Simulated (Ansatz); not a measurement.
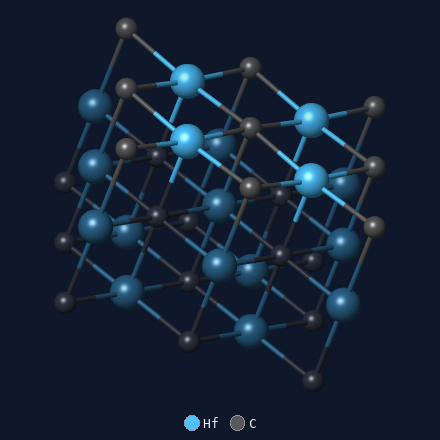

The system is H on a HfC(100) slab cut from the Fm-3m phase, its upper half relaxed before the scan (24 atoms of substrate and one adsorbate in a 2 × 2 cell); the picture shows it without the atoms that are moved over the map. H is moved over the surface cell; relaxed at each place: the height of the adsorbate's atoms; substrate rigid; the origin of the map has the adsorbate above C21. Places are given modulo a cell vector. The map is drawn in real space over the plane of the surface. Grid: 8 × 8 points; 15 points were computed and 49 follow by symmetry. Places are given in fractions of the 1 × 1 surface cell. Energies: eV, counted from the lowest grid point. Computed with DFT PBE, scalar-relativistic, plane waves, PAW (Ansatz 0.2.0). Settings: cutoff 420 eV, k-mesh 4×4×1, gaussian smearing 0.1 eV, no spin polarisation.

Range: position of H25 along the first surface vector from 0.000 to 0.875; position of H25 along the second surface vector from 0.000 to 0.875.

What landscape does the calculation give?

The lowest grid point is at the top site over a surface C atom, (0/8, 0/8) of the cell vectors. It is the only kind of minimum in the scanned range. The highest grid point, the top site over a surface Hf atom, (4/8, 4/8) of the cell vectors, lies 1.77 eV above the lowest. At the lowest point the adsorbate has 1 C at 1.13 Å as nearest neighbours, at the highest 1 Hf at 1.95 Å. Its relaxed height above the top atom is 1.13 Å at the lowest and 1.87 Å at the highest point.

| second ↓, first → | 0/8 | 1/8 | 2/8 | 3/8 | 4/8 | 5/8 | 6/8 | 7/8 |
| --- | --- | --- | --- | --- | --- | --- | --- | --- |
| 7/8 | 0.00 | 0.10 | 0.65 | 1.36 | 1.47 | 1.36 | 0.65 | 0.10 |
| 6/8 | 0.16 | 0.65 | 1.55 | 1.70 | 1.70 | 1.70 | 1.55 | 0.65 |
| 5/8 | 0.80 | 1.36 | 1.70 | 1.74 | 1.75 | 1.74 | 1.70 | 1.36 |
| 4/8 | 1.07 | 1.47 | 1.70 | 1.75 | 1.77 | 1.75 | 1.70 | 1.47 |
| 3/8 | 0.80 | 1.36 | 1.70 | 1.74 | 1.75 | 1.74 | 1.70 | 1.36 |
| 2/8 | 0.16 | 0.65 | 1.55 | 1.70 | 1.70 | 1.70 | 1.55 | 0.65 |
| 1/8 | 0.00 | 0.10 | 0.65 | 1.36 | 1.47 | 1.36 | 0.65 | 0.10 |
| 0/8 | 0.00 | 0.00 | 0.16 | 0.80 | 1.07 | 0.80 | 0.16 | 0.00 |

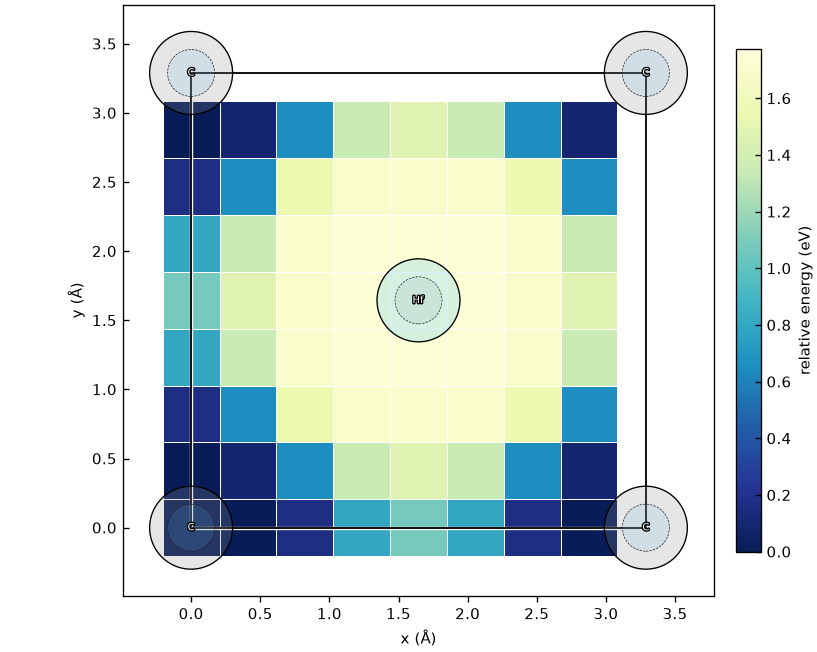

Drawn: one coloured cell a grid point, labelled circles for the atoms of the top layer and small ones for the second layer, the outline of one cell of the plane.

The whole map (15 points run) took 33 min on 4 threads of Intel(R) Xeon(R) Platinum 8259CL CPU @ 2.50GHz (Skylake/Cascade Lake), with other jobs on the host.
